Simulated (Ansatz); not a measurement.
# Run report: SnO2, geometry relaxation (part 3 of 3)

SnO2 (slab, 24 atoms in the cell); DFT PBE, scalar-relativistic, plane waves, PAW, no spin polarisation (Ansatz 0.2.0); cutoff 420 eV, 3×2×1 k-mesh, Gaussian smearing of 0.05 eV. The structure derives from an entry of the Crystallography Open Database. The input holds or restrains some coordinates. Forces given for the steps count only the free coordinates. It belongs to a series of runs on one base structure; here: clean slab, lower planes held.

Geometry of the input (Å; fractional positions):
```
6.4760  0.0000  0.0000
0.0000  6.8274  0.0000
0.0000  0.0000  22.0545
O  0.0000  0.0000  0.3627
O  0.5000  0.0000  0.3627
Sn 0.0000  0.5000  0.4226
Sn 0.5000  0.5000  0.4226
Sn 0.2500  0.0000  0.4226
Sn 0.7500  0.0000  0.4226
O  0.2500  0.3066  0.4226
O  0.7500  0.3066  0.4226
O  0.2500  0.6934  0.4226
O  0.7500  0.6934  0.4226
O  0.0000  0.0000  0.4825
O  0.5000  0.0000  0.4825
O  0.0000  0.5000  0.5175
O  0.5000  0.5000  0.5175
Sn 0.0000  0.0000  0.5774
Sn 0.5000  0.0000  0.5774
Sn 0.2500  0.5000  0.5774
Sn 0.7500  0.5000  0.5774
O  0.2500  0.8066  0.5774
O  0.7500  0.8066  0.5774
O  0.2500  0.1934  0.5774
O  0.7500  0.1934  0.5774
O  0.0000  0.5000  0.6373
O  0.5000  0.5000  0.6373
```

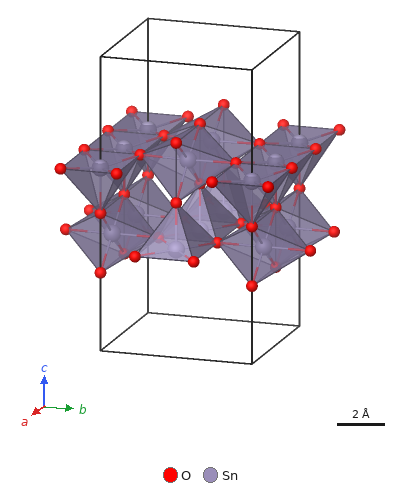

**Figure 1.** The geometry at step 3 of the log (polyhedral view of the cell of the calculation, with the vacuum cut short, seen slightly off an axis; polyhedra are completed across the faces of the cell).

The program's output, continued:
```
  k-point 1: bands = ["-23.9632", "-23.8080", "-23.7749", "-23.7440", "-23.4461", "-23.4167", "-23.2347", "-23.2313", "-23.2167", "-23.1987", "-23.1839", "-23.1349", "-23.1158", "-23.0962", "-23.0714", "-23.0672", "-23.0410", "-23.0343", "-22.9702", "-22.8709", "-22.7884", "-22.6720", "-22.5021", "-22.4784", "-22.3719", "-22.1431", "-22.0878", "-22.0869", "-22.0623", "-22.0580", "-22.0467", "-21.9728", "-21.9301", "-21.8912", "-21.8743", "-21.8547", "-21.8395", "-21.8394", "-21.7533", "-21.6687", "-20.8219", "-20.5589", "-20.3067", "-20.0654", "-19.9514", "-19.7534", "-19.3837", "-18.9308", "-18.6951", "-18.4018", "-18.3772", "-18.1153", "-17.6881", "-17.4342", "-16.8364", "-16.6996", "-9.8312", "-9.7405", "-9.2360", "-9.1922", "-9.1156", "-8.5364", "-7.9440", "-7.7780", "-7.5831", "-7.4800", "-7.3991", "-7.0867", "-6.1753", "-6.1006", "-5.9165", "-5.8901", "-5.8548", "-5.8531", "-5.6629", "-5.4121", "-5.2220", "-4.8780", "-4.6753", "-4.6029", "-4.4598", "-4.3484", "-4.2574", "-4.2344", "-4.2002", "-4.1509", "-4.0134", "-3.7109", "-3.6293", "-3.6106", "-3.5883", "-3.3288", "-3.2063", "-3.1946", "-2.7287", "-2.6911", "-2.6339", "-2.6055", "-2.4442", "-2.4345", "-2.3658", "-2.1698", "-2.1547", "-1.9245", "-0.7838", "-0.2264", "0.3296", "1.5834", "1.6120", "1.7282", "3.3858", "3.5786", "3.6268", "3.6403", "4.0090", "4.2037", "4.2929", "4.5496", "4.6348", "4.6861", "4.7492", "4.9102", "5.7173", "5.7523", "6.1524", "6.2241", "6.5118", "6.5254"]
  k-point 2: bands = ["-23.7625", "-23.7350", "-23.6677", "-23.5949", "-23.5114", "-23.5014", "-23.4359", "-23.2756", "-23.2027", "-23.1964", "-23.1950", "-23.1876", "-23.1555", "-23.1153", "-23.0798", "-23.0764", "-23.0477", "-23.0387", "-22.9917", "-22.9398", "-22.6982", "-22.6212", "-22.5622", "-22.4135", "-22.3826", "-22.2783", "-22.2451", "-22.0908", "-22.0581", "-22.0581", "-22.0506", "-22.0380", "-21.9943", "-21.9654", "-21.8609", "-21.8507", "-21.8435", "-21.8186", "-21.7749", "-21.7443", "-20.7830", "-20.3292", "-20.0019", "-19.8569", "-19.6328", "-19.2755", "-19.2685", "-19.1941", "-18.9968", "-18.6342", "-18.5385", "-18.3469", "-17.5978", "-17.3095", "-17.0978", "-16.9222", "-9.9518", "-9.8509", "-9.6191", "-9.1365", "-8.8433", "-8.2778", "-8.1458", "-6.8376", "-6.8030", "-6.7599", "-6.4203", "-6.3070", "-6.2911", "-6.1686", "-5.9274", "-5.7237", "-5.7202", "-5.7132", "-5.6838", "-5.5706", "-5.3367", "-5.1794", "-5.0721", "-5.0355", "-5.0131", "-4.9251", "-4.7736", "-4.6272", "-4.4480", "-4.4362", "-4.1106", "-3.9690", "-3.8758", "-3.7125", "-3.7093", "-3.5934", "-3.4473", "-3.3504", "-2.9842", "-2.9247", "-2.6382", "-2.6061", "-2.5598", "-2.4457", "-2.0900", "-2.0888", "-1.9149", "-1.8887", "-0.7113", "0.0624", "0.1073", "1.2522", "2.2119", "2.3512", "2.5950", "2.8856", "4.1925", "4.3002", "4.4091", "4.4501", "4.5795", "4.7706", "4.9079", "5.3532", "5.5051", "5.6539", "5.9466", "6.0163", "6.0970", "6.1088", "6.1432", "6.6233"]
  k-point 3: bands = ["-23.8223", "-23.6964", "-23.6499", "-23.6362", "-23.4952", "-23.4942", "-23.4767", "-23.3037", "-23.2025", "-23.1965", "-23.1949", "-23.1876", "-23.1555", "-23.1132", "-23.0769", "-23.0708", "-23.0477", "-23.0388", "-22.9914", "-22.9389", "-22.6551", "-22.5843", "-22.4399", "-22.3859", "-22.3756", "-22.2830", "-22.1485", "-22.0848", "-22.0595", "-22.0574", "-22.0506", "-22.0370", "-21.9944", "-21.9655", "-21.8560", "-21.8510", "-21.8435", "-21.8181", "-21.7753", "-21.7443", "-20.6049", "-20.4884", "-20.3680", "-20.2484", "-19.7871", "-19.4944", "-19.4730", "-18.9427", "-18.7794", "-18.5195", "-18.2832", "-18.1667", "-17.4951", "-17.2721", "-17.0601", "-16.9033", "-9.5645", "-9.4835", "-9.2420", "-9.2385", "-8.6960", "-8.2043", "-7.9689", "-7.7625", "-7.6496", "-7.5016", "-6.9318", "-6.8226", "-6.7227", "-6.5803", "-6.4533", "-6.2003", "-5.9646", "-5.6684", "-5.5388", "-5.3701", "-5.3414", "-5.3375", "-4.8785", "-4.5472", "-4.4491", "-4.3278", "-4.3176", "-4.2280", "-4.1167", "-4.1068", "-4.0872", "-3.9187", "-3.5902", "-3.5890", "-3.4297", "-3.3387", "-3.3015", "-3.2454", "-3.0732", "-2.9596", "-2.6328", "-2.5523", "-2.5430", "-2.4075", "-2.2559", "-2.2347", "-2.0439", "-1.9735", "-0.4962", "0.0519", "0.2921", "1.2641", "2.2161", "2.2648", "3.1150", "3.2830", "4.1939", "4.3452", "4.4000", "4.6352", "4.6544", "4.6768", "5.0558", "5.3571", "5.4135", "5.4764", "5.9076", "5.9724", "5.9767", "6.1001", "6.5136", "6.5500"]
--- Relaxed structure (4 steps of the walk, 4 accepted, 0 SCFs on fresh bases) ---
  F+E_penalty+E_count = -57265.50116943 eV   max|allowed force component| = 2.216e-2 eV/Å
  atoms:
    - { symbol: O, position: [0.0, 0.0, 0.3627381896] }
    - { symbol: O, position: [0.5, 0.0, 0.3627381896] }
    - { symbol: Sn, position: [0.0, 0.5, 0.4226074734] }
    - { symbol: Sn, position: [0.5, 0.5, 0.4226074734] }
    - { symbol: Sn, position: [0.25, 0.0, 0.4226074734] }
    - { symbol: Sn, position: [0.7500000000000001, 0.0, 0.4226074734] }
    - { symbol: O, position: [0.25, 0.3066050869, 0.4226074734] }
    - { symbol: O, position: [0.7500000000000001, 0.3066050869, 0.4226074734] }
    - { symbol: O, position: [0.25, 0.6933949131, 0.4226074734] }
    - { symbol: O, position: [0.7500000000000001, 0.6933949131, 0.4226074734] }
    - { symbol: O, position: [0.0, 0.0, 0.4824767572] }
    - { symbol: O, position: [0.5, 0.0, 0.4824767572] }
    - { symbol: O, position: [1.4590982455886279e-34, 0.5, 0.5165401516512249] }
    - { symbol: O, position: [0.5, 0.5, 0.5165401516512249] }
    - { symbol: Sn, position: [-7.425601899524291e-34, 2.820880985010972e-35, 0.5738759119990116] }
    - { symbol: Sn, position: [0.5, 2.820880985010972e-35, 0.5738759119990116] }
    - { symbol: Sn, position: [0.25, 0.5, 0.5841929625954404] }
    - { symbol: Sn, position: [0.7500000000000001, 0.5, 0.5841929625954404] }
    - { symbol: O, position: [0.25, 0.8145040978073558, 0.5862213190300584] }
    - { symbol: O, position: [0.7500000000000001, 0.8145040978073558, 0.5862213190300584] }
    - { symbol: O, position: [0.25, 0.18549590219264425, 0.5862213190300584] }
    - { symbol: O, position: [0.7500000000000001, 0.18549590219264425, 0.5862213190300584] }
    - { symbol: O, position: [4.609635221732226e-34, 0.5, 0.6377116226061645] }
    - { symbol: O, position: [0.5, 0.5, 0.6377116226061645] }
```

Trajectory as extended XYZ (Å, eV, eV/Å), 4 frames, from step=1 to step=4:
```
24
Lattice="6.4760 0.0000 0.0000 0.0000 6.8274 0.0000 0.0000 0.0000 22.0545" Properties=species:S:1:pos:R:3:forces:R:3 step=1 energy=-57264.51574
O     0.0000    0.0000    8.0000    0.0000   0.0000   1.1708
O     3.2380    0.0000    8.0000    0.0000   0.0000   1.1708
Sn    0.0000    3.4137    9.3204    0.0000   0.0000   2.0737
Sn    3.2380    3.4137    9.3204    0.0000   0.0000   2.0737
Sn    1.6190    0.0000    9.3204    0.0000   0.0000  -2.6862
Sn    4.8570    0.0000    9.3204    0.0000   0.0000  -2.6862
O     1.6190    2.0933    9.3204    0.0000   1.2546  -0.6858
O     4.8570    2.0933    9.3204    0.0000   1.2546  -0.6858
O     1.6190    4.7341    9.3204    0.0000  -1.2546  -0.6858
O     4.8570    4.7341    9.3204    0.0000  -1.2546  -0.6858
O     0.0000    0.0000   10.6408    0.0000   0.0000   1.4590
O     3.2380    0.0000   10.6408    0.0000   0.0000   1.4590
O     0.0000    3.4137   11.4137    0.0000   0.0000  -1.4589
O     3.2380    3.4137   11.4137    0.0000   0.0000  -1.4589
Sn    0.0000    0.0000   12.7341    0.0000   0.0000  -2.0738
Sn    3.2380    0.0000   12.7341    0.0000   0.0000  -2.0738
Sn    1.6190    3.4137   12.7341    0.0000   0.0000   2.6862
Sn    4.8570    3.4137   12.7341    0.0000   0.0000   2.6862
O     1.6190    5.5070   12.7341    0.0000   1.2546   0.6858
O     4.8570    5.5070   12.7341    0.0000   1.2546   0.6858
O     1.6190    1.3204   12.7341    0.0000  -1.2546   0.6858
O     4.8570    1.3204   12.7341    0.0000  -1.2546   0.6858
O     0.0000    3.4137   14.0545    0.0000   0.0000  -1.1709
O     3.2380    3.4137   14.0545    0.0000   0.0000  -1.1709
24
Lattice="6.4760 0.0000 0.0000 0.0000 6.8274 0.0000 0.0000 0.0000 22.0545" Properties=species:S:1:pos:R:3:forces:R:3 step=2 energy=-57265.43317
O     0.0000    0.0000    8.0000    0.0000   0.0000   1.2634
O     3.2380    0.0000    8.0000    0.0000   0.0000   1.2634
Sn    0.0000    3.4137    9.3204    0.0000   0.0000   2.6355
Sn    3.2380    3.4137    9.3204    0.0000   0.0000   2.6355
Sn    1.6190    0.0000    9.3204    0.0000   0.0000  -3.0868
Sn    4.8570    0.0000    9.3204    0.0000   0.0000  -3.0868
O     1.6190    2.0933    9.3204    0.0000   1.1328  -0.7334
O     4.8570    2.0933    9.3204    0.0000   1.1328  -0.7334
O     1.6190    4.7341    9.3204    0.0000  -1.1328  -0.7334
O     4.8570    4.7341    9.3204    0.0000  -1.1328  -0.7334
O     0.0000    0.0000   10.6408    0.0000   0.0000   1.0919
O     3.2380    0.0000   10.6408    0.0000   0.0000   1.0919
O     0.0000    3.4137   11.4256    0.0000   0.0000  -0.6489
O     3.2380    3.4137   11.4256    0.0000   0.0000  -0.6489
Sn    0.0000    0.0000   12.6709    0.0000   0.0000  -0.2753
Sn    3.2380    0.0000   12.6709    0.0000   0.0000  -0.2753
Sn    1.6190    3.4137   12.8665    0.0000   0.0000   0.9178
Sn    4.8570    3.4137   12.8665    0.0000   0.0000   0.9178
O     1.6190    5.5516   12.9055    0.0000   0.2316   0.0653
O     4.8570    5.5516   12.9055    0.0000   0.2316   0.0653
O     1.6190    1.2758   12.9055    0.0000  -0.2316   0.0653
O     4.8570    1.2758   12.9055    0.0000  -0.2316   0.0653
O     0.0000    3.4137   14.0971    0.0000   0.0000  -0.5625
O     3.2380    3.4137   14.0971    0.0000   0.0000  -0.5625
24
Lattice="6.4760 0.0000 0.0000 0.0000 6.8274 0.0000 0.0000 0.0000 22.0545" Properties=species:S:1:pos:R:3:forces:R:3 step=3 energy=-57265.50055
O     0.0000    0.0000    8.0000    0.0000   0.0000   1.2985
O     3.2380    0.0000    8.0000    0.0000   0.0000   1.2985
Sn    0.0000    3.4137    9.3204    0.0000   0.0000   2.4495
Sn    3.2380    3.4137    9.3204    0.0000   0.0000   2.4495
Sn    1.6190    0.0000    9.3204    0.0000   0.0000  -3.2262
Sn    4.8570    0.0000    9.3204    0.0000   0.0000  -3.2262
O     1.6190    2.0933    9.3204    0.0000   1.0736  -0.7638
O     4.8570    2.0933    9.3204    0.0000   1.0736  -0.7638
O     1.6190    4.7341    9.3204    0.0000  -1.0736  -0.7638
O     4.8570    4.7341    9.3204    0.0000  -1.0736  -0.7638
O     0.0000    0.0000   10.6408    0.0000   0.0000   0.9973
O     3.2380    0.0000   10.6408    0.0000   0.0000   0.9973
O     0.0000    3.4137   11.3925    0.0000   0.0000  -0.0333
O     3.2380    3.4137   11.3925    0.0000   0.0000  -0.0333
Sn    0.0000    0.0000   12.6557    0.0000   0.0000  -0.0087
Sn    3.2380    0.0000   12.6557    0.0000   0.0000  -0.0087
Sn    1.6190    3.4137   12.8806    0.0000   0.0000  -0.0450
Sn    4.8570    3.4137   12.8806    0.0000   0.0000  -0.0450
O     1.6190    5.5633   12.9262    0.0000  -0.0540   0.0094
O     4.8570    5.5633   12.9262    0.0000  -0.0540   0.0094
O     1.6190    1.2641   12.9262    0.0000   0.0540   0.0094
O     4.8570    1.2641   12.9262    0.0000   0.0540   0.0094
O     0.0000    3.4137   14.0555    0.0000   0.0000   0.0784
O     3.2380    3.4137   14.0555    0.0000   0.0000   0.0784
24
Lattice="6.4760 0.0000 0.0000 0.0000 6.8274 0.0000 0.0000 0.0000 22.0545" Properties=species:S:1:pos:R:3:forces:R:3 step=4 energy=-57265.50117
O     0.0000    0.0000    8.0000    0.0000   0.0000   1.2987
O     3.2380    0.0000    8.0000    0.0000   0.0000   1.2987
Sn    0.0000    3.4137    9.3204    0.0000   0.0000   2.4528
Sn    3.2380    3.4137    9.3204    0.0000   0.0000   2.4528
Sn    1.6190    0.0000    9.3204    0.0000   0.0000  -3.2289
Sn    4.8570    0.0000    9.3204    0.0000   0.0000  -3.2289
O     1.6190    2.0933    9.3204    0.0000   1.0726  -0.7651
O     4.8570    2.0933    9.3204    0.0000   1.0726  -0.7651
O     1.6190    4.7341    9.3204    0.0000  -1.0726  -0.7651
O     4.8570    4.7341    9.3204    0.0000  -1.0726  -0.7651
O     0.0000    0.0000   10.6408    0.0000   0.0000   1.0170
O     3.2380    0.0000   10.6408    0.0000   0.0000   1.0170
O     0.0000    3.4137   11.3920    0.0000   0.0000   0.0222
O     3.2380    3.4137   11.3920    0.0000   0.0000   0.0222
Sn    0.0000    0.0000   12.6565    0.0000   0.0000  -0.0077
Sn    3.2380    0.0000   12.6565    0.0000   0.0000  -0.0077
Sn    1.6190    3.4137   12.8841    0.0000   0.0000  -0.0096
Sn    4.8570    3.4137   12.8841    0.0000   0.0000  -0.0096
O     1.6190    5.5610   12.9288    0.0000   0.0103  -0.0002
O     4.8570    5.5610   12.9288    0.0000   0.0103  -0.0002
O     1.6190    1.2665   12.9288    0.0000  -0.0103  -0.0002
O     4.8570    1.2665   12.9288    0.0000  -0.0103  -0.0002
O     0.0000    3.4137   14.0644    0.0000   0.0000  -0.0141
O     3.2380    3.4137   14.0644    0.0000   0.0000  -0.0141
```

Summary:

| quantity | value |
| --- | --- |
| outcome | converged under the restraints of the input |
| electrons treated | 208 |
| free energy | −57265.5012 eV |
| work function, top face | 6.87 eV |
| work function, bottom face | 6.62 eV |
| Fermi energy | −1.655 eV |
| gap on the k-point mesh | 0.46 eV |
| final volume | 975.12 Å³ |
| work function (upper face) | 6.87 eV |
| largest force (length of the vector) at the end, held atoms and coordinates included | 3.229 eV/Å |
| hardware | 4 threads of Arm Neoverse V2, 24 GiB of memory available, shared host |
| wall time | 74 s (CPU time 3.9 min) |
| peak memory | 2 GiB |

Notes:

Warnings of the run: the exchange-correlation potential is rough where the density is thin.
